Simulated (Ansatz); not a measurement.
**BN: density, localisation and related maps**

Input

```
crystal:
  lattice:
    - [0.0618022381, 1.8076281731, 1.8076281731]
    - [1.8076281731, 0.0618022381, 1.8076281731]
    - [1.8076281731, 1.8076281731, 0.0618022381]
  atoms:
    - { symbol: B, position: [0.0, 0.0, 0.0] }
    - { symbol: "N", position: [0.5, 0.5, 0.5] }
kpoints:
  mp_grid: { grid: [12, 12, 12] }
  band_path:
    path:
      - [0.0, 0.0, 0.0]
      - [0.5, 0.0, 0.5]
      - [0.625, 0.25, 0.625]
      - [0.375, 0.375, 0.75]
      - [0.5, 0.5, 0.5]
      - [0.5, 0.25, 0.75]
      - [0.184896, 0.184896, 0.330729]
      - [0.0, 0.5, 0.5]
    npoints: 1
hamiltonian:
  xc: pbe
scf:
  occupations: { method: fermi_dirac, width: 0.02 }
  n_extra_bands: 4
output:
  forces: true
  stress: true
  eigenvalues: true
  write_density: true
  write_potential: true
  elf: true
  volumetric_format: npy
```

Run with:

```sh
ansatz run input.yaml --threads 4 --pin off --max-ram 3686MiB --backend cpu --events-out ev --progress --plain --runs-dir out
```

Below, planes, directions and counts refer to the conventional cell (a = 2.47 Å, b = 2.47 Å, c = 6.37 Å, α = 90.00°, β = 90.00°, γ = 120.00°).

Space group R-3m; started from the rocksalt prototype, which need not be the ambient phase; changed on purpose from its base cell (shear 111 strain +5.3%); computed pressure about −14 GPa in this cell.

These are results of DFT, PBE, plane waves, PAW (Ansatz 0.2.0), not measurements.

The density is the valence pseudo-density of a PAW calculation; it isn't the true density close to the nuclei.

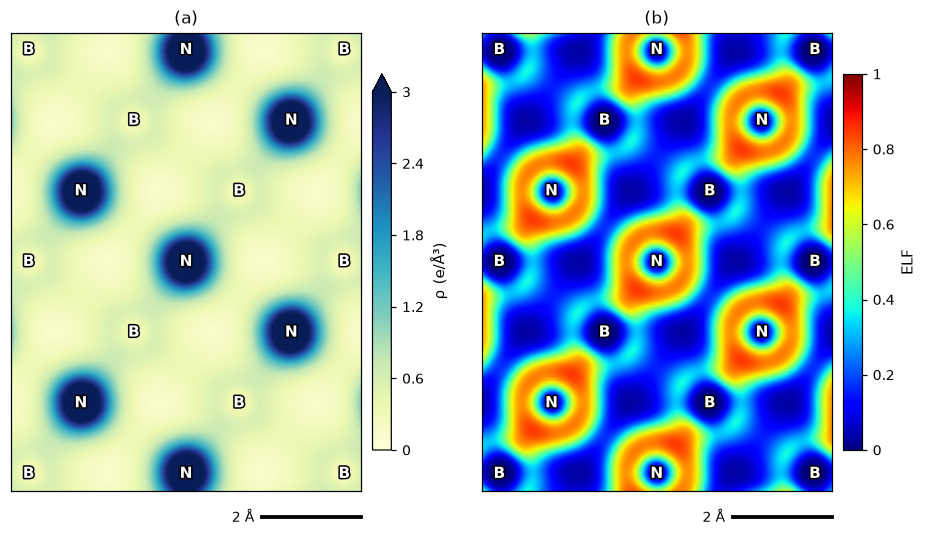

Figure 1. (a) valence electron density; (b) ELF on the (110) plane of the conventional cell.

**What do the fields say about this system?**

- Atoms in the plane: B and N.
- B–N (1.78 Å): ρ at the midpoint is about 0.86 e/Å³; the ELF peaks at about 0.85 between the atoms.
- Between the atoms the lowest density in this plane is 0.15 e/Å³.

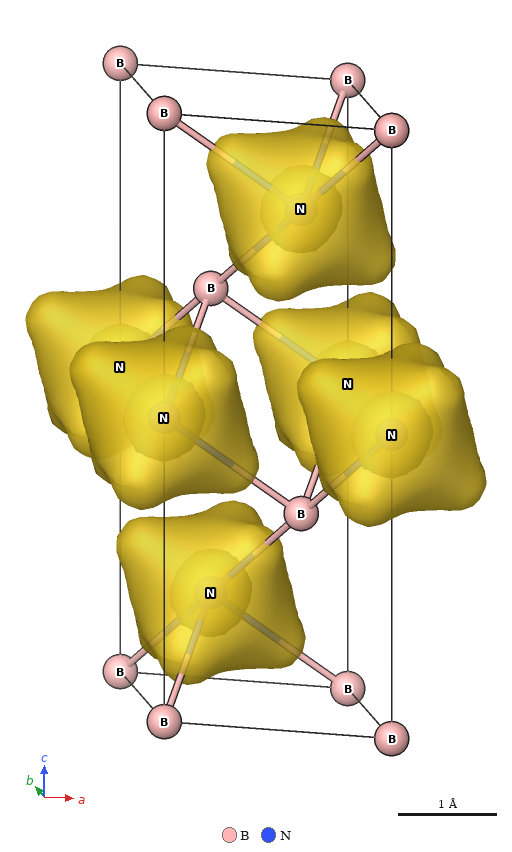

Figure 2. Isosurface of the ELF at 0.65 (yellow), seen slightly off an axis. Core shells and regions of very low density are left out. Sticks mark near contacts.

**Identify the bonds, lone pairs and shells in this picture.**

The surface consists of three regions on N in which the atom's valence shell and bonds are merged, counted in one cell of 6 atoms. Regions shared between cells count once.

**Does the calculation give a band gap?**

It is gapped, with a Kohn–Sham gap of 0.47 eV on the k-point mesh (the band edges may lie off the mesh, which would make the gap smaller).
